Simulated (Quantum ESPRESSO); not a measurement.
**BP (F-43m): modes at Γ and the response to a field**

Which modes does BP (F-43m) have at the zone centre?

Method: DFT LDA, scalar-relativistic, plane waves, PseudoDojo norm-conserving pseudopotentials, in Quantum ESPRESSO 7.5.

### Step 1. The structure

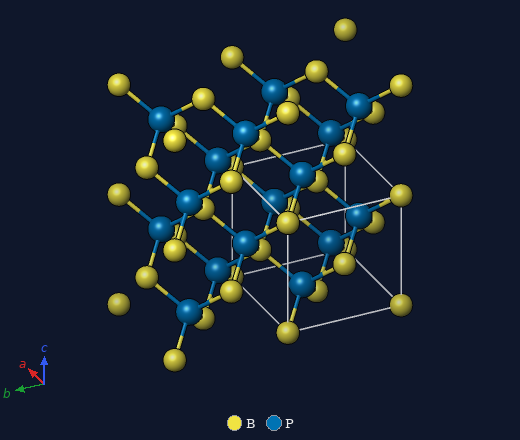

The starting structure, seen from a free direction (boron yellow, phosphorus blue). 1×2×2 cells are drawn. This picture shows the conventional cell, with its axes. Bonds to atoms that aren't drawn are left out. Some periodic images of atoms are drawn too.

Structure file:

```cif
data_structure
_symmetry_space_group_name_H-M 'P 1'
_symmetry_Int_Tables_number 1
_cell_length_a 3.2089
_cell_length_b 3.2089
_cell_length_c 3.2089
_cell_angle_alpha 60.000
_cell_angle_beta 60.000
_cell_angle_gamma 60.000
_cell_volume 23.36
loop_
_atom_site_label
_atom_site_type_symbol
_atom_site_fract_x
_atom_site_fract_y
_atom_site_fract_z
_atom_site_occupancy
B1 B 0.00000 0.00000 0.00000 1
P2 P 0.25000 0.25000 0.25000 1
```

### Step 2. A probe with smearing

Before anything dear is run, a loose run with smearing shows whether this is a metal and how far the cell is from rest.

probe.in

```
&CONTROL
  calculation = 'scf'
  prefix      = 'x'
  outdir      = './tmp'
  pseudo_dir  = './pseudo'
  tprnfor     = .true.
  tstress     = .true.
  verbosity   = 'high'
/
&SYSTEM
  ibrav       = 0
  nat         = 2
  ntyp        = 2
  ecutwfc     = 84.0
  occupations = 'smearing'
  smearing    = 'gaussian'
  degauss     = 0.01
/
&ELECTRONS
  conv_thr         = 1.0d-07
  mixing_beta      = 0.7
  electron_maxstep = 100
/
ATOMIC_SPECIES
 B      10.8100  B.upf
 P      30.9738  P.upf
CELL_PARAMETERS angstrom
    -2.269000000    0.000000000    2.269000000
     0.000000000    2.269000000    2.269000000
    -2.269000000    2.269000000    0.000000000
ATOMIC_POSITIONS crystal
 B      0.000000000   0.000000000   0.000000000
 P      0.250000000   0.250000000   0.250000000
K_POINTS automatic
 6 6 6 0 0 0
```

Command:

```
$ OMP_NUM_THREADS=1 mpirun -n 4 pw.x -nk 4 -in probe.in > probe.out
```

The log of the run:

```text
[banners, grids, parts of the stress and lines that vanish by symmetry left out]
Program PWSCF v.7.5
     Message from routine setup:
     using ibrav=0 with symmetry is DISCOURAGED, use correct ibrav instead
[...]
kinetic-energy cutoff     =      84.0000  Ry
     charge density cutoff     =     336.0000  Ry
     scf convergence threshold =      1.0E-07
[...]
Exchange-correlation= SLA  PW   NOGX NOGC
                           (   1   4   0   0   0   0   0)
[...]
24 Sym. Ops. (no inversion) found
[...]
(     0          1          0      )
                  (     0          0          1      )
[...]
(  0.0000000  1.0000000  0.0000000 )
                  ( -0.0000000 -0.0000000  1.0000000 )
[...]
(     1          0         -1      )
                  (     0          0         -1      )
[...]
(  0.0000000  1.0000000  0.0000000 )
[...]
(    -1          0          1      )
                  (    -1          0          0      )
[...]
( -0.0000000 -0.0000000  1.0000000 )
                  (  0.0000000 -1.0000000 -0.0000000 )
[...]
number of k points=    16  Gaussian smearing, width (Ry)=  0.0100
[...]
End of self-consistent calculation
[...]
the Fermi energy is     9.6463 ev
!    total energy              =     -19.88983981 Ry
[...]
convergence has been achieved in   6 iterations
[...]
atom    1 type  1   force =     0.00000000   -0.00000000    0.00000000
     atom    2 type  2   force =    -0.00000000    0.00000000   -0.00000000
[...]
Total force =     0.000000     Total SCF correction =     0.000000
[...]
total   stress  (Ry/bohr**3)                   (kbar)     P=      -54.31
[...]
XML data file, charge density, pseudopotentials, collected wavefunctions

   JOB DONE.
```

The job ended after 1.7 s (4 MPI ranks of Arm Neoverse V1, shared host).

Read from the output:

| Item | Value |
| --- | --- |
| volume per atom | 11.68 Å³ |
| pressure | -5.431 GPa |
| gap on the k-mesh | 1.315 eV |

A gap of 1.3 eV opens on this mesh, so the crystal is taken as an insulator; the start stands at -5.4 GPa.

### Step 3. Relaxation

The relaxation runs at a cutoff a fifth above that of the response, since stress converges more slowly with the basis than frequencies do. Forces and stress are brought to rest with tight thresholds.

relax.in

```
&CONTROL
  calculation   = 'vc-relax'
  prefix        = 'x'
  outdir        = './tmp'
  pseudo_dir    = './pseudo'
  tprnfor       = .true.
  tstress       = .true.
  forc_conv_thr = 2.0d-05
  etot_conv_thr = 1.0d-07
  nstep         = 40
/
&SYSTEM
  ibrav       = 0
  nat         = 2
  ntyp        = 2
  ecutwfc     = 101
  occupations = 'fixed'
  nbnd        = 6
/
&ELECTRONS
  conv_thr         = 1.0d-11
  mixing_beta      = 0.7
  electron_maxstep = 100
/
&IONS
/
&CELL
  press_conv_thr = 0.2
/
ATOMIC_SPECIES
 B      10.8100  B.upf
 P      30.9738  P.upf
CELL_PARAMETERS angstrom
    -2.269000000    0.000000000    2.269000000
     0.000000000    2.269000000    2.269000000
    -2.269000000    2.269000000    0.000000000
ATOMIC_POSITIONS crystal
 B      0.000000000   0.000000000   0.000000000
 P      0.250000000   0.250000000   0.250000000
K_POINTS automatic
 10 10 10 0 0 0
```

Command:

```
$ OMP_NUM_THREADS=1 mpirun -n 4 pw.x -nk 4 -in relax.in > relax.out
```

The log of the run:

```text
[banners, grids, parts of the stress and lines that vanish by symmetry left out]
[banner, memory and clock lines left out]
Program PWSCF v.7.5

[...]
kinetic-energy cutoff     =     101.0000  Ry
     charge density cutoff     =     404.0000  Ry
     scf convergence threshold =      1.0E-11
[...]
energy convergence thresh.=      1.0E-07
     force convergence thresh. =      2.0E-05
     press convergence thresh. =      2.0E-01
     Exchange-correlation= SLA  PW   NOGX NOGC
                           (   1   4   0   0   0   0   0)
[...]
24 Sym. Ops. (no inversion) found
[...]
number of k points=    47
[...]
End of self-consistent calculation
[...]
highest occupied, lowest unoccupied level (ev):     9.0220   10.2231
!    total energy              =     -19.89112472 Ry
[...]
convergence has been achieved in  10 iterations
[...]
atom    1 type  1   force =    -0.00000000    0.00000000   -0.00000000
     atom    2 type  2   force =     0.00000000   -0.00000000    0.00000000
     Total force =     0.000000     Total SCF correction =     0.000000
[...]
total   stress  (Ry/bohr**3)                   (kbar)     P=      -55.50
[...]
number of bfgs steps    =   0
[...]
CELL_PARAMETERS (angstrom)
[...]
ATOMIC_POSITIONS (crystal)
B               -0.0000000000       -0.0000000000        0.0000000000
P                0.2500000000        0.2500000000        0.2500000000
[...]
New effective cutoffs (rho, wfc):  409.23  102.91
[...]
End of self-consistent calculation
[...]
highest occupied, lowest unoccupied level (ev):     9.4088   10.5781
!    total energy              =     -19.89211472 Ry
[...]
convergence has been achieved in   7 iterations
[...]
atom    1 type  1   force =    -0.00000000   -0.00000000    0.00000000
     atom    2 type  2   force =     0.00000000    0.00000000   -0.00000000
     Total force =     0.000000     Total SCF correction =     0.000000
[...]
total   stress  (Ry/bohr**3)                   (kbar)     P=       -9.35
[...]
number of bfgs steps    =   1
[...]
CELL_PARAMETERS (angstrom)
[...]
ATOMIC_POSITIONS (crystal)
B                0.0000000000       -0.0000000000        0.0000000000
P                0.2500000000        0.2500000000        0.2500000000
[...]
New effective cutoffs (rho, wfc):  410.78  103.30
[...]
End of self-consistent calculation
[...]
highest occupied, lowest unoccupied level (ev):     9.4868   10.6497
!    total energy              =     -19.89214105 Ry
[...]
convergence has been achieved in   9 iterations
[...]
atom    1 type  1   force =     0.00000000    0.00000000   -0.00000000
     atom    2 type  2   force =    -0.00000000   -0.00000000    0.00000000
     Total force =     0.000000     Total SCF correction =     0.000000
[...]
total   stress  (Ry/bohr**3)                   (kbar)     P=        0.45
[...]
number of bfgs steps    =   2
[...]
CELL_PARAMETERS (angstrom)
[...]
ATOMIC_POSITIONS (crystal)
B               -0.0000000000       -0.0000000000        0.0000000000
P                0.2500000000        0.2500000000        0.2500000000
[...]
New effective cutoffs (rho, wfc):  410.71  103.29
[...]
End of self-consistent calculation
[...]
highest occupied, lowest unoccupied level (ev):     9.4832   10.6464
!    total energy              =     -19.89214111 Ry
[...]
convergence has been achieved in   6 iterations
[...]
atom    1 type  1   force =     0.00000000    0.00000000    0.00000000
     atom    2 type  2   force =    -0.00000000    0.00000000   -0.00000000
     Total force =     0.000000     Total SCF correction =     0.000000
[...]
total   stress  (Ry/bohr**3)                   (kbar)     P=       -0.00
[...]
bfgs converged in   4 scf cycles and   3 bfgs steps
[...]
End of BFGS Geometry Optimization
     Final enthalpy           =     -19.8921411072 Ry
     File ./tmp/x.bfgs deleted, as requested
[...]
CELL_PARAMETERS (angstrom)
[...]
ATOMIC_POSITIONS (crystal)
B               -0.0000000000       -0.0000000000        0.0000000000
P                0.2500000000        0.2500000000        0.2500000000
[...]
Final scf calculation at the relaxed structure.
[...]
kinetic-energy cutoff     =     101.0000  Ry
     charge density cutoff     =     404.0000  Ry
     scf convergence threshold =      1.0E-13
[...]
press convergence thresh. =      2.0E-01
     Exchange-correlation= SLA  PW   NOGX NOGC
                           (   1   4   0   0   0   0   0)
[...]
24 Sym. Ops. (no inversion) found
[...]
number of k points=    47
[...]
c_bands:  1 eigenvalues not converged
     c_bands:  1 eigenvalues not converged
     c_bands:  1 eigenvalues not converged
     c_bands:  1 eigenvalues not converged
     c_bands:  1 eigenvalues not converged
[...]
End of self-consistent calculation
[...]
highest occupied, lowest unoccupied level (ev):     9.4832   10.6464
!    total energy              =     -19.89213972 Ry
[...]
convergence has been achieved in  10 iterations
[...]
atom    1 type  1   force =     0.00000000    0.00000000   -0.00000000
     atom    2 type  2   force =     0.00000000   -0.00000000   -0.00000000
     Total force =     0.000000     Total SCF correction =     0.000000
[...]
total   stress  (Ry/bohr**3)                   (kbar)     P=       -0.01
[...]
XML data file, charge density, pseudopotentials, collected wavefunctions
```

Run time: 18 s. Hardware: 4 MPI ranks.

The steps of the relaxation:

```tsv
step	energy less that of the first step (eV)	largest force (eV/Å)	pressure (GPa)	volume (Å³)
1	0.0000	0.0000	-5.55	23.36
2	-0.0135	0.0000	-0.93	22.71
3	-0.0138	0.0000	0.04	22.58
4	-0.0138	0.0000	0.00	22.59
5	-0.0138	0.0000	0.00	22.59
```

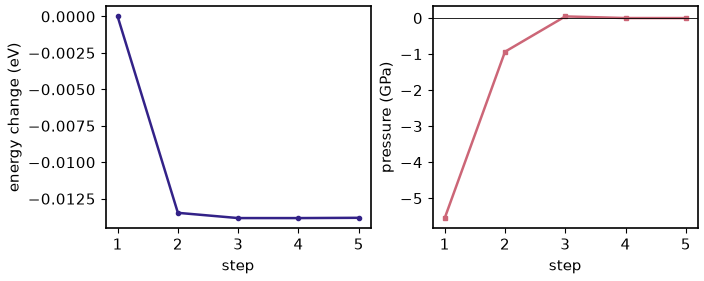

Energy and pressure along the relaxation.

```tsv
conventional cell, symmetrised	before	after	change
a (Å)	4.538	4.487	-1.1 %
b (Å)	4.538	4.487	-1.1 %
c (Å)	4.538	4.487	-1.1 %
volume (Å³/atom)	11.68	11.29	-3.3 %
```

Final coordinates:

```
B P
1.0
    -2.24355    0.00000    2.24355
     0.00000    2.24355    2.24355
    -2.24355    2.24355    0.00000
B P
1 1
Direct
  0.00000 0.00000 0.00000
  0.25000 0.25000 0.25000
```

The last row of the table of steps is pw.x's closing run on a basis chosen anew for the final cell, so its energy can jump.

Read from the output:

* volume per atom: 11.29 Å³
* pressure: -0.001 GPa
* gap on the k-mesh: 1.163 eV

The volume changes by -3.3 % from the cell with which this run began.

### Step 4. Ground state

The response is built on this ground state, so it is converged far tighter than an energy would need. With a gap, occupations are fixed, which also allows the response to an electric field.

scf.in

```
&CONTROL
  calculation = 'scf'
  prefix      = 'x'
  outdir      = './tmp'
  pseudo_dir  = './pseudo'
  tprnfor     = .true.
  tstress     = .true.
/
&SYSTEM
  ibrav       = 0
  nat         = 2
  ntyp        = 2
  ecutwfc     = 84.0
  occupations = 'fixed'
  nbnd        = 6
/
&ELECTRONS
  conv_thr         = 1.0d-12
  mixing_beta      = 0.7
  electron_maxstep = 100
/
ATOMIC_SPECIES
 B      10.8100  B.upf
 P      30.9738  P.upf
CELL_PARAMETERS angstrom
    -2.243553682    0.000000000    2.243553682
     0.000000000    2.243553682    2.243553682
    -2.243553682    2.243553682    0.000000000
ATOMIC_POSITIONS crystal
 B      0.000000000   0.000000000   0.000000000
 P      0.250000000   0.250000000   0.250000000
K_POINTS automatic
 12 12 12 0 0 0
```

Command:

```
$ OMP_NUM_THREADS=1 mpirun -n 4 pw.x -nk 4 -in scf.in > scf.out
```

The log of the run:

```text
[banners, grids, parts of the stress and lines that vanish by symmetry left out]
[banner, memory and clock lines left out]
Program PWSCF v.7.5

[...]
kinetic-energy cutoff     =      84.0000  Ry
     charge density cutoff     =     336.0000  Ry
     scf convergence threshold =      1.0E-12
[...]
Exchange-correlation= SLA  PW   NOGX NOGC
                           (   1   4   0   0   0   0   0)
[...]
24 Sym. Ops. (no inversion) found
[...]
number of k points=    72
[...]
c_bands:  1 eigenvalues not converged
[...]
End of self-consistent calculation
[...]
highest occupied, lowest unoccupied level (ev):     9.4831   10.6405
!    total energy              =     -19.89214088 Ry
[...]
convergence has been achieved in  10 iterations
[...]
atom    1 type  1   force =    -0.00000000   -0.00000000    0.00000000
     atom    2 type  2   force =     0.00000000    0.00000000   -0.00000000
     Total force =     0.000000     Total SCF correction =     0.000000
[...]
total   stress  (Ry/bohr**3)                   (kbar)     P=       -0.10
[...]
XML data file, charge density, pseudopotentials, collected wavefunctions
```

Wall time 5.5 s (4 MPI ranks); 22 s of CPU time.

Numbers from this step:

```yaml
pressure: -0.01 GPa
gap_on_the_k_mesh: 1.157 eV
```

The cell stands at -0.01 GPa, close enough for phonons.

[end of part 1 of 4]

[Host names and launcher messages were left out of these logs when they were recorded.]

[Logs are printed without paths, hosts, clocks, repeated set-up lines and the standing remarks that a program may print on its own settings, such as how far it seeks lower states.]

[Hosts, paths, dates, database ids (printed as entryN), source tags and the programs' standing remarks are cut or masked in the printed files.]
